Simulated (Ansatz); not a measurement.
**Run report: C$_{28}$H, geometry relaxation (part 3 of 3)**

The same run, continued: C$_{28}$H (defect cell, 29 atoms in the cell); DFT PBE, scalar-relativistic, plane waves, PAW, no spin polarisation (Ansatz 0.2.0); cutoff 420 eV, 4×4×3 k-mesh, Gaussian smearing of 0.1 eV. The structure derives from a Materials Project entry. It belongs to a series of runs on one base structure; here: H interstitial, charge +0, atoms relaxed.

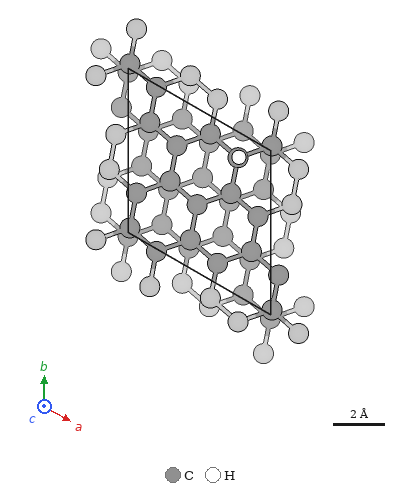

*The geometry at step 10 of the log (ball-and-stick view of the cell of the calculation, along the c axis; neighbours outside the cell are drawn fainter).*

Trajectory as extended XYZ, continued
```
29
Lattice="1.2333 -6.4082 0.0000 4.9331 4.2722 0.0000 0.0000 0.0000 8.4654" Properties=species:S:1:pos:R:3:forces:R:3 step=6 energy=-7039.90795
C     2.3434   -4.3620    2.2202    0.0022  -0.0027  -0.0162
C     1.1101   -2.2263    2.2233   -0.0025  -0.0253  -0.0029
C    -0.1236   -0.0918    2.2133    0.0007   0.0741   0.0412
C     3.5765   -2.2260    2.2261   -0.0237  -0.0135  -0.0129
C     2.3432   -0.0904    2.2200   -0.0104  -0.0027   0.0074
C     4.8089   -0.0890    2.2184    0.0317  -0.0434  -0.0109
C     3.5760    2.0456    2.2297   -0.0023  -0.0308  -0.0268
C     2.6076   -4.1662    6.2700    0.0707   0.2564   0.0188
C     1.3749   -2.0325    6.2477    0.0221  -0.0029  -0.0110
C     0.1562    0.0964    6.3497    0.8257  -0.4751  -0.8911
C     3.8278   -2.0301    6.3000   -0.7744  -0.3546  -0.1247
C     2.6059    0.1068    6.2648   -0.2498   0.0479   0.0322
C     5.0698    0.1183    6.2892   -0.0781   0.8154  -0.0836
C     3.8394    2.2438    6.2649    0.0124  -0.0913   0.0029
C     2.3432   -2.9381    2.2249   -0.0029   0.0035  -0.0097
C     1.1101   -0.8029    2.2193   -0.0002   0.0102  -0.0132
C     1.1100   -5.0733    2.2095   -0.0203  -0.0578   0.0588
C     3.5763   -0.8022    2.2213   -0.0037   0.0110  -0.0003
C     2.3428    1.3334    2.2236    0.0115   0.0115  -0.0019
C     4.8096    1.3338    2.2249   -0.0114   0.0412  -0.0140
C     4.8085   -2.9394    2.2275    0.0319   0.0266  -0.0535
C     3.8344   -3.4524    6.2743   -0.1538   0.0630  -0.0057
C     2.6084   -1.3202    6.2657    0.2672  -0.1342   0.0036
C     1.3845    0.8141    6.2739    0.0229  -0.2788   0.1495
C     5.0674   -1.3124    6.4419    0.6651  -0.3925   2.0871
C     3.8404    0.8225    6.2596    0.2812  -0.0254   0.0161
C     1.3718   -3.4537    6.2613   -0.0934  -0.0971   0.0007
C     5.0781    2.9487    6.2685    0.0152   0.1268   0.1087
H     5.5089   -1.5780   -0.7013   -0.8335   0.5404  -1.2546
29
Lattice="1.2333 -6.4082 0.0000 4.9331 4.2722 0.0000 0.0000 0.0000 8.4654" Properties=species:S:1:pos:R:3:forces:R:3 step=7 energy=-7040.41215
C     2.3414   -4.3636    2.2219    0.0037   0.0029  -0.0102
C     1.1079   -2.2279    2.2241   -0.0028  -0.0025  -0.0038
C    -0.1254   -0.0924    2.2175   -0.0035   0.0186   0.0193
C     3.5742   -2.2276    2.2259   -0.0080  -0.0110  -0.0122
C     2.3412   -0.0917    2.2221   -0.0113  -0.0035   0.0046
C     4.8072   -0.0911    2.2203    0.0109  -0.0122  -0.0011
C     3.5742    2.0441    2.2281   -0.0007  -0.0067  -0.0224
C     2.6143   -4.1666    6.2732    0.0828   0.0912  -0.0087
C     1.3836   -2.0349    6.2423    0.0937  -0.0340  -0.0673
C     0.1755    0.0878    6.3234    1.0581  -0.5269  -1.3853
C     3.8294   -2.0369    6.3232   -0.5340  -0.5474  -0.0720
C     2.6144    0.1042    6.2702    0.0456  -0.1585   0.0330
C     5.0787    0.1240    6.3161    0.0506   0.8122  -0.0322
C     3.8465    2.2423    6.2670    0.1690  -0.1400   0.0026
C     2.3411   -2.9397    2.2252   -0.0020  -0.0018  -0.0088
C     1.1080   -0.8040    2.2211    0.0062  -0.0049  -0.0064
C     1.1080   -5.0754    2.2150   -0.0065  -0.0149   0.0397
C     3.5742   -0.8037    2.2227    0.0010   0.0073  -0.0027
C     2.3411    1.3321    2.2245    0.0007   0.0080  -0.0055
C     4.8076    1.3325    2.2250   -0.0028   0.0149  -0.0126
C     4.8069   -2.9404    2.2256    0.0158   0.0087  -0.0264
C     3.8375   -3.4544    6.2777   -0.1551   0.1753   0.0490
C     2.6182   -1.3248    6.2696    0.0537   0.0330   0.0195
C     1.3964    0.8082    6.2742   -0.3263  -0.1596   0.1120
C     5.0829   -1.3187    6.5347    0.4183  -0.3269   0.4308
C     3.8511    0.8223    6.2689    0.2598   0.0566   0.0566
C     1.3782   -3.4543    6.2652   -0.1448  -0.1651   0.0669
C     5.0886    2.9458    6.2645   -0.1360   0.2875   0.0915
H     5.4077   -1.5189   -0.8570   -0.9359   0.5993   0.7528
29
Lattice="1.2333 -6.4082 0.0000 4.9331 4.2722 0.0000 0.0000 0.0000 8.4654" Properties=species:S:1:pos:R:3:forces:R:3 step=8 energy=-7040.59509
C     2.3428   -4.3625    2.2167    0.0008   0.0033   0.0212
C     1.1092   -2.2267    2.2178   -0.0016   0.0156  -0.0123
C    -0.1239   -0.0902    2.2171   -0.0015  -0.0374  -0.0129
C     3.5753   -2.2265    2.2178    0.0073  -0.0043  -0.0124
C     2.3424   -0.0904    2.2182   -0.0028  -0.0016  -0.0103
C     4.8090   -0.0905    2.2166   -0.0107   0.0206   0.0178
C     3.5758    2.0454    2.2173   -0.0025   0.0115  -0.0100
C     2.6204   -4.1761    6.2755   -0.0741  -0.1589   0.0142
C     1.3943   -2.0435    6.2242    0.0291  -0.0559  -0.0630
C     0.2023    0.0708    6.2571   -0.4240   0.2996   0.1576
C     3.8249   -2.0559    6.3401    0.2036  -0.1070  -0.0298
C     2.6280    0.0923    6.2722    0.2892  -0.0661  -0.0015
C     5.0880    0.1333    6.3393    0.0444  -0.0894  -0.0525
C     3.8575    2.2366    6.2679    0.0079   0.0232   0.0307
C     2.3423   -2.9387    2.2178   -0.0009  -0.0041  -0.0086
C     1.1095   -0.8025    2.2164   -0.0010  -0.0099   0.0152
C     1.1093   -5.0746    2.2184    0.0109   0.0248  -0.0274
C     3.5755   -0.8025    2.2177    0.0032   0.0048  -0.0038
C     2.3426    1.3335    2.2180   -0.0026   0.0036  -0.0112
C     4.8090    1.3339    2.2173    0.0021  -0.0159  -0.0056
C     4.8088   -2.9386    2.2155    0.0007  -0.0082   0.0198
C     3.8383   -3.4635    6.2850    0.1971   0.0160   0.0237
C     2.6279   -1.3373    6.2640   -0.1639   0.1976   0.0334
C     1.4081    0.7923    6.2628   -0.2069   0.1242  -0.1419
C     5.0933   -1.3280    6.6212    0.3235  -0.2335  -2.7031
C     3.8670    0.8206    6.2809   -0.1434   0.0435   0.0780
C     1.3840   -3.4610    6.2711    0.1663  -0.1155   0.0213
C     5.1017    2.9405    6.2441   -0.1700   0.0779  -0.1476
H     5.2470   -1.4139   -0.8158   -0.0802   0.0410   2.8238
29
Lattice="1.2333 -6.4082 0.0000 4.9331 4.2722 0.0000 0.0000 0.0000 8.4654" Properties=species:S:1:pos:R:3:forces:R:3 step=9 energy=-7040.69171
C     2.3447   -4.3609    2.2093   -0.0016   0.0019   0.0246
C     1.1111   -2.2250    2.2084    0.0034   0.0166  -0.0101
C    -0.1219   -0.0884    2.2119   -0.0006  -0.0472  -0.0274
C     3.5772   -2.2250    2.2074    0.0114  -0.0005  -0.0032
C     2.3442   -0.0887    2.2104    0.0041   0.0016  -0.0143
C     4.8111   -0.0889    2.2099   -0.0166   0.0264   0.0147
C     3.5778    2.0471    2.2053   -0.0035   0.0168   0.0051
C     2.6246   -4.1843    6.2775   -0.0597  -0.2092   0.0084
C     1.3994   -2.0497    6.2095   -0.0570  -0.0219  -0.0109
C     0.2083    0.0645    6.2457   -0.9382   0.5570   0.8128
C     3.8259   -2.0670    6.3337    0.5086   0.1615   0.1017
C     2.6353    0.0852    6.2713    0.2502   0.0060  -0.0239
C     5.0934    0.1328    6.3346    0.0766  -0.5231   0.0372
C     3.8625    2.2313    6.2694   -0.0218   0.0675   0.0215
C     2.3441   -2.9370    2.2078    0.0029  -0.0035  -0.0036
C     1.1114   -0.8008    2.2092   -0.0051  -0.0044   0.0151
C     1.1113   -5.0731    2.2150    0.0196   0.0301  -0.0546
C     3.5774   -0.8008    2.2094   -0.0012  -0.0026  -0.0047
C     2.3446    1.3353    2.2086   -0.0050  -0.0008  -0.0088
C     4.8110    1.3357    2.2073    0.0028  -0.0227   0.0017
C     4.8110   -2.9368    2.2050   -0.0081  -0.0100   0.0341
C     3.8422   -3.4714    6.2874    0.2335  -0.0457  -0.0327
C     2.6323   -1.3439    6.2560   -0.2088   0.1853   0.0038
C     1.4112    0.7843    6.2584   -0.0461   0.1767  -0.1524
C     5.0967   -1.3336    6.6328    0.5132  -0.2953   0.6155
C     3.8738    0.8171    6.2846   -0.2914   0.0324   0.0234
C     1.3899   -3.4681    6.2685    0.1754   0.0196  -0.0601
C     5.1047    2.9368    6.2317   -0.0612  -0.0754  -0.1441
H     5.1554   -1.3505   -0.6537   -0.0754  -0.0377  -1.1633
29
Lattice="1.2333 -6.4082 0.0000 4.9331 4.2722 0.0000 0.0000 0.0000 8.4654" Properties=species:S:1:pos:R:3:forces:R:3 step=10 energy=-7040.73014
C     2.3460   -4.3585    2.1975   -0.0092  -0.0126  -0.0282
C     1.1124   -2.2229    2.1952    0.0000  -0.0141   0.0110
C    -0.1211   -0.0882    2.1979    0.0071   0.0537  -0.0093
C     3.5786   -2.2230    2.1955   -0.0144   0.0039   0.0103
C     2.3453   -0.0867    2.1948   -0.0026  -0.0014   0.0112
C     4.8115   -0.0860    2.1969    0.0223  -0.0262  -0.0255
C     3.5785    2.0489    2.1956    0.0012  -0.0141   0.0067
C     2.6312   -4.1890    6.2862   -0.0016   0.2308  -0.0331
C     1.3941   -2.0486    6.2182    0.1196   0.0712  -0.0009
C     0.1791    0.0794    6.3417    1.0138  -0.6393  -0.5295
C     3.8443   -2.0598    6.3427   -0.5760  -0.3561  -0.1062
C     2.6339    0.0880    6.2799   -0.2648  -0.1114  -0.0308
C     5.0989    0.1073    6.3342    0.0080   0.6855  -0.0402
C     3.8659    2.2262    6.2819    0.0436  -0.0289  -0.0314
C     2.3454   -2.9349    2.1953    0.0014   0.0028   0.0042
C     1.1126   -0.7994    2.1973   -0.0059   0.0074  -0.0246
C     1.1127   -5.0706    2.1960   -0.0207  -0.0277   0.0246
C     3.5783   -0.7988    2.1952    0.0045   0.0065   0.0010
C     2.3453    1.3372    2.1953    0.0096  -0.0031   0.0090
C     4.8120    1.3375    2.1953   -0.0077   0.0135   0.0041
C     4.8114   -2.9358    2.1977    0.0163   0.0134  -0.0206
C     3.8559   -3.4711    6.2944   -0.2536   0.0400  -0.0015
C     2.6294   -1.3384    6.2657    0.2509  -0.1842   0.0548
C     1.3984    0.7866    6.2789    0.1320  -0.0112   0.1848
C     5.1051   -1.3430    6.6404   -0.4221   0.3453   0.4987
C     3.8713    0.8091    6.2871    0.2333  -0.0736   0.0194
C     1.3966   -3.4733    6.2680   -0.2628  -0.0094  -0.0045
C     5.0970    2.9433    6.2532    0.1321  -0.0550   0.1970
H     5.1406   -1.3590   -0.6855   -0.1547   0.0946  -0.1518
29
Lattice="1.2333 -6.4082 0.0000 4.9331 4.2722 0.0000 0.0000 0.0000 8.4654" Properties=species:S:1:pos:R:3:forces:R:3 step=11 energy=-7040.76381
C     2.3466   -4.3582    2.1855    0.0033   0.0061   0.0171
C     1.1130   -2.2222    2.1863   -0.0007   0.0054  -0.0116
C    -0.1200   -0.0861    2.1850   -0.0042  -0.0156   0.0032
C     3.5792   -2.2221    2.1867    0.0054  -0.0025  -0.0081
C     2.3460   -0.0860    2.1871    0.0023   0.0005  -0.0119
C     4.8127   -0.0857    2.1854   -0.0058   0.0034   0.0126
C     3.5795    2.0498    2.1860   -0.0001   0.0044  -0.0071
C     2.6256   -4.1865    6.2935   -0.0137  -0.1184   0.0280
C     1.4004   -2.0495    6.2332   -0.0579  -0.0339   0.0458
C     0.1963    0.0689    6.3254   -0.0620   0.0699   0.1627
C     3.8344   -2.0713    6.3461    0.1006   0.1067  -0.0057
C     2.6339    0.0816    6.2914    0.1062   0.0359   0.0712
C     5.0961    0.1233    6.3474   -0.0035  -0.1280  -0.0328
C     3.8663    2.2259    6.2924   -0.0262   0.0427   0.0489
C     2.3461   -2.9343    2.1864   -0.0027  -0.0019  -0.0040
C     1.1132   -0.7982    2.1852    0.0037  -0.0050   0.0116
C     1.1133   -5.0702    2.1866    0.0042   0.0098  -0.0215
C     3.5792   -0.7979    2.1865    0.0006  -0.0011  -0.0025
C     2.3464    1.3379    2.1867   -0.0042   0.0044  -0.0068
C     4.8127    1.3384    2.1856    0.0031  -0.0022   0.0006
C     4.8126   -2.9343    2.1848   -0.0023  -0.0040   0.0093
C     3.8477   -3.4758    6.3006    0.1055  -0.0124  -0.0065
C     2.6342   -1.3466    6.2795   -0.0819   0.1143  -0.0403
C     1.4061    0.7842    6.2988    0.0091   0.0451  -0.1151
C     5.0989   -1.3383    6.6491    0.0573  -0.0619   0.0150
C     3.8724    0.8110    6.3018   -0.0817   0.0218  -0.0140
C     1.3906   -3.4698    6.2790    0.1181  -0.0399   0.0018
C     5.1060    2.9376    6.2775   -0.1322  -0.0579  -0.1182
H     5.1210   -1.3490   -0.6871   -0.0404   0.0143  -0.0130
29
Lattice="1.2333 -6.4082 0.0000 4.9331 4.2722 0.0000 0.0000 0.0000 8.4654" Properties=species:S:1:pos:R:3:forces:R:3 step=12 energy=-7040.76778
C     2.3494   -4.3560    2.1725    0.0071   0.0027   0.0028
C     1.1159   -2.2202    2.1724    0.0002   0.0013  -0.0002
C    -0.1172   -0.0843    2.1740    0.0067  -0.0036  -0.0099
C     3.5823   -2.2201    2.1725   -0.0076  -0.0064   0.0024
C     2.3491   -0.0840    2.1719   -0.0062   0.0032   0.0017
C     4.8156   -0.0838    2.1739    0.0005   0.0063  -0.0065
C     3.5824    2.0519    2.1716    0.0000  -0.0030   0.0019
C     2.6261   -4.1909    6.3073    0.0040  -0.0093  -0.0021
C     1.3970   -2.0528    6.2465   -0.0062  -0.0061  -0.0081
C     0.1945    0.0665    6.3517   -0.0049   0.0026   0.0085
C     3.8340   -2.0712    6.3522   -0.0009   0.0011   0.0080
C     2.6341    0.0805    6.3074    0.0035   0.0004  -0.0074
C     5.0960    0.1180    6.3529   -0.0048  -0.0061   0.0055
C     3.8637    2.2237    6.3075    0.0089   0.0033  -0.0025
C     2.3491   -2.9322    2.1722   -0.0028  -0.0010  -0.0013
C     1.1161   -0.7962    2.1723    0.0030  -0.0022   0.0019
C     1.1161   -5.0681    2.1744    0.0070   0.0008  -0.0063
C     3.5823   -0.7960    2.1729   -0.0073   0.0014  -0.0029
C     2.3492    1.3400    2.1714    0.0002   0.0014   0.0059
C     4.8156    1.3402    2.1724    0.0012   0.0091   0.0005
C     4.8156   -2.9323    2.1725    0.0005  -0.0084   0.0010
C     3.8482   -3.4772    6.3125   -0.0145   0.0021  -0.0072
C     2.6308   -1.3466    6.2886   -0.0045   0.0055   0.0028
C     1.4050    0.7819    6.3118    0.0007  -0.0001  -0.0015
C     5.0970   -1.3411    6.6615   -0.0008   0.0020   0.0013
C     3.8712    0.8086    6.3125   -0.0003   0.0026  -0.0007
C     1.3918   -3.4745    6.2893    0.0101   0.0096  -0.0033
C     5.1013    2.9345    6.2889    0.0092  -0.0119  -0.0026
H     5.0982   -1.3420   -0.6754   -0.0018   0.0029   0.0187
29
Lattice="1.2333 -6.4082 0.0000 4.9331 4.2722 0.0000 0.0000 0.0000 8.4654" Properties=species:S:1:pos:R:3:forces:R:3 step=13 energy=-7040.76778
C     2.3494   -4.3560    2.1725    0.0070   0.0028   0.0028
C     1.1159   -2.2202    2.1724    0.0000   0.0014  -0.0003
C    -0.1172   -0.0843    2.1740    0.0070  -0.0038  -0.0099
C     3.5823   -2.2201    2.1725   -0.0076  -0.0064   0.0024
C     2.3491   -0.0840    2.1719   -0.0064   0.0030   0.0017
C     4.8156   -0.0838    2.1739    0.0005   0.0065  -0.0065
C     3.5824    2.0519    2.1716    0.0002  -0.0030   0.0018
C     2.6261   -4.1909    6.3073    0.0040  -0.0093  -0.0021
C     1.3970   -2.0528    6.2465   -0.0062  -0.0061  -0.0081
C     0.1945    0.0665    6.3517   -0.0048   0.0025   0.0085
C     3.8340   -2.0712    6.3522   -0.0009   0.0011   0.0081
C     2.6341    0.0805    6.3074    0.0036   0.0004  -0.0074
C     5.0960    0.1180    6.3529   -0.0048  -0.0061   0.0056
C     3.8637    2.2237    6.3075    0.0089   0.0033  -0.0024
C     2.3491   -2.9322    2.1722   -0.0028  -0.0012  -0.0013
C     1.1161   -0.7962    2.1723    0.0030  -0.0021   0.0019
C     1.1161   -5.0681    2.1744    0.0071   0.0010  -0.0063
C     3.5823   -0.7960    2.1729   -0.0073   0.0014  -0.0029
C     2.3492    1.3400    2.1714    0.0000   0.0013   0.0059
C     4.8156    1.3402    2.1724    0.0013   0.0090   0.0005
C     4.8156   -2.9323    2.1725    0.0005  -0.0083   0.0010
C     3.8482   -3.4772    6.3125   -0.0143   0.0017  -0.0072
C     2.6308   -1.3466    6.2886   -0.0046   0.0057   0.0028
C     1.4050    0.7819    6.3118    0.0005  -0.0002  -0.0014
C     5.0970   -1.3411    6.6615   -0.0006   0.0020   0.0009
C     3.8712    0.8086    6.3125   -0.0004   0.0030  -0.0007
C     1.3918   -3.4745    6.2893    0.0102   0.0094  -0.0033
C     5.1013    2.9345    6.2889    0.0088  -0.0119  -0.0026
H     5.0982   -1.3420   -0.6754   -0.0019   0.0029   0.0188
```

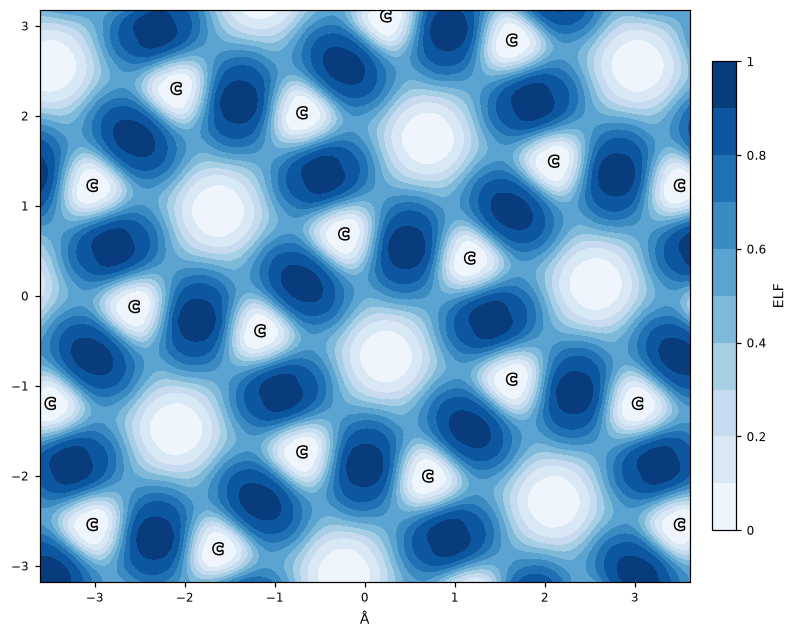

*Electron localisation function on the (001) plane of the calculation cell.*

Core electrons are frozen (PAW), so the fields are smoothed inside the atomic spheres.

Key numbers

- outcome: converged
- electrons treated: 113
- free energy: −7040.7678 eV
- Fermi energy: 4.984 eV
- gap on the k-point mesh: none (metallic)
- final volume: 312.21 Å³
- largest force (length of the vector) at the end: 0.019 eV/Å
- hardware: 4 threads of AMD EPYC (Zen 3), 189 GiB of memory available, shared host
- wall time: 14 min (CPU time 48 min)
- peak memory: 1.2 GiB
